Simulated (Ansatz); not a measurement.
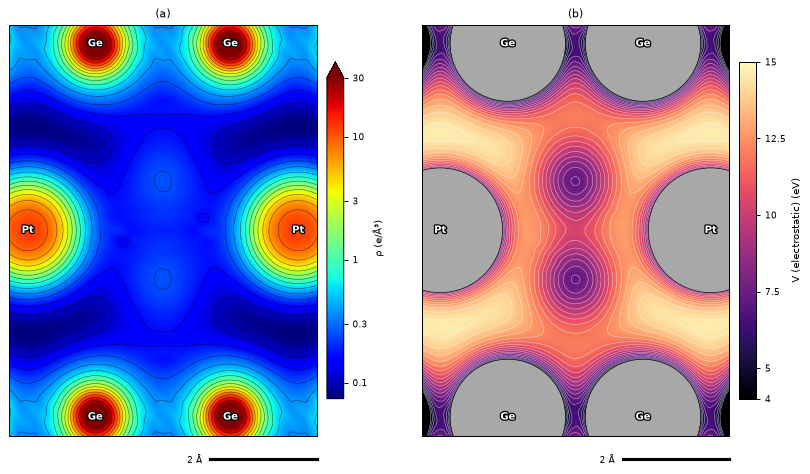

The picture shows: Ge5Pt. (a) valence charge density (pseudo); (b) electrostatic potential energy of an electron on the (101) plane of the conventional cell. Grey discs cover the atomic cores in the potential map.

Space group P6/mmm; a structure generated by program, which may or may not match a known phase.

These are results of Ansatz, DFT PBE, scalar-relativistic, plane waves, PAW, not measurements.

The density is the valence pseudo-density of a PAW calculation; it isn't the true density close to the nuclei.

```yaml
crystal:
  lattice:
    - [5.06575, 0.00000, 0.00000]
    - [-2.53288, 4.38707, 0.00000]
    - [0.00000, 0.00000, 5.44532]
  atoms:
    - { symbol: Ge, position: [0.33333, 0.66667, 0.00000] }
    - { symbol: Ge, position: [0.66667, 0.33333, 0.00000] }
    - { symbol: Ge, position: [0.50000, 0.00000, 0.50000] }
    - { symbol: Ge, position: [0.50000, 0.50000, 0.50000] }
    - { symbol: Ge, position: [0.00000, 0.50000, 0.50000] }
    - { symbol: Pt, position: [0.00000, 0.00000, 0.00000] }
```

What does the map show?

Answer.
- Atoms in the plane: Ge and Pt.
- Ge–Ge (2.53 Å): ρ is about 0.38 e/Å³ halfway.
- Between the atoms the lowest density in this plane is 0.07 e/Å³.
- Outside the cores the potential energy rises away from the atoms and is highest about 1.8 Å from the nearest atoms; its zero is arbitrary.

Does the calculation make it a metal, or give it a gap?

Answer. It is gapless in this calculation (a metal or semimetal).
